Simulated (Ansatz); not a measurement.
Take the following structure.

```xyz
12
Lattice="5.5902 0.0000 0.0000 0.0000 5.8183 0.0000 0.0000 0.0000 4.0335" Properties=species:S:1:pos:R:3 pbc="T T T"
Ti    2.7951    0.0000    2.0168
Ti    1.3975    1.4546    0.0000
Ti    1.3975    4.3637    0.0000
O     1.3975    1.4546    2.0168
O     1.3975    4.3637    2.0168
O     0.0000    0.0000    0.0000
Ti    0.0000    2.9092    2.0168
Ti    4.1926    4.3637    0.0000
Ti    4.1926    1.4546    0.0000
O     4.1926    4.3637    2.0168
O     4.1926    1.4546    2.0168
O     2.7951    2.9092    0.0000
```

**Give a crystallographic description of this input.**

The structure is one of TiO. Space group: Cmmm (No. 65). Lattice: base-centred orthorhombic. One cell contains 6 Ti, 6 O, 12 atoms in all. Taking every contact within bonding distance, one finds Ti 12 and O 4.

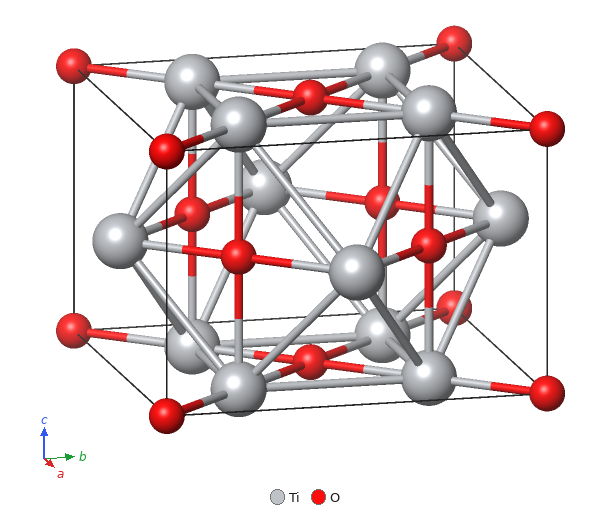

Ball-and-stick drawing of the structure, looking slightly off an axis. The conventional unit cell is outlined; an atom on or near a face, edge or corner is repeated at each equivalent position.

Starting structure: a structure listed in the Materials Project. The cell was then strained or its atoms displaced on purpose. It was the input of a calculation with Ansatz.
